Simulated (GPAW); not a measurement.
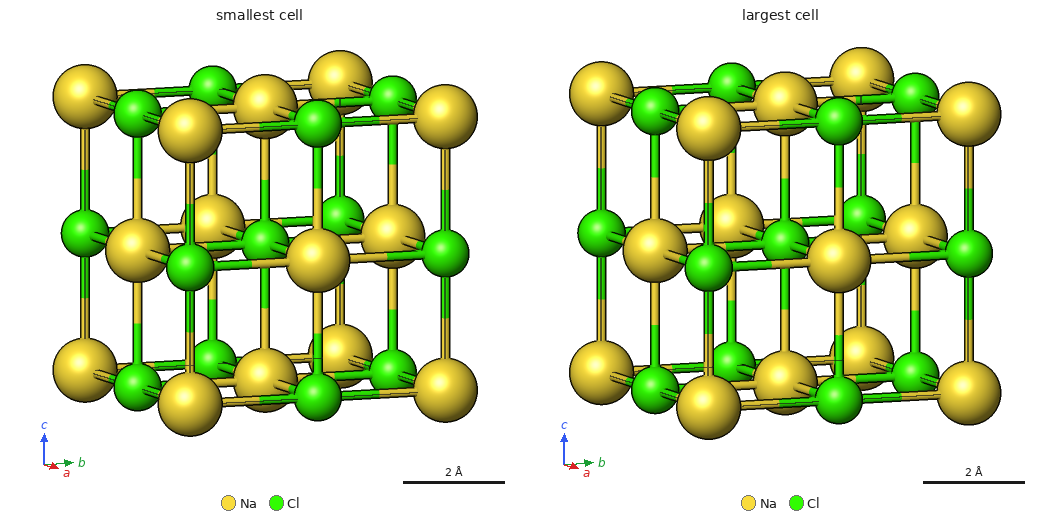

NaCl, rock salt (NaCl type), space group Fm-3m (No. 225), relaxed (cell and atoms, zero pressure) with five choices of dispersion term on top of PBEsol; the smallest and the largest of the relaxed conventional cells are drawn to one scale (sticks follow a distance rule). The start was a structure listed in the Materials Project.

Alike in all runs: GPAW 26.7.0; functional PBEsol; potentials PAW data sets generated in the run's folder for this functional; cutoff 800 eV; k mesh 8 × 8 × 8 on the run's cell of 2 atoms; occupations fermi-dirac, width 0.05 eV; no spin polarisation; no spin-orbit coupling.

| level | volume (Å³/atom) | a (Å) | gap (eV) |
| --- | --- | --- | --- |
| none | 22.01 | 5.605 | 5.01 |
| D3(BJ) | 20.78 | 5.498 | 5.24 |
| D3(BJ)-ATM | 20.94 | 5.513 | 5.20 |
| D3 | ? | ? | ? |
| D4 | 21.67 | 5.576 | 5.07 |

### What does D3 give?

Volume 21.57 Å³/atom; a 5.567 Å; gap 5.09 eV. That is between D3(BJ)-ATM and D4 in volume.

### Order the levels by the relaxed volume, smallest first.

D3(BJ) (20.78 Å³/atom), D3(BJ)-ATM (20.94 Å³/atom), D3 (21.57 Å³/atom), D4 (21.67 Å³/atom), none (22.01 Å³/atom). Rows within a few tenths of a per cent can't be told apart.

Gaps are the least found on the k-mesh, which can miss the band edges.

Caveat: later steps reuse the first step's grids.
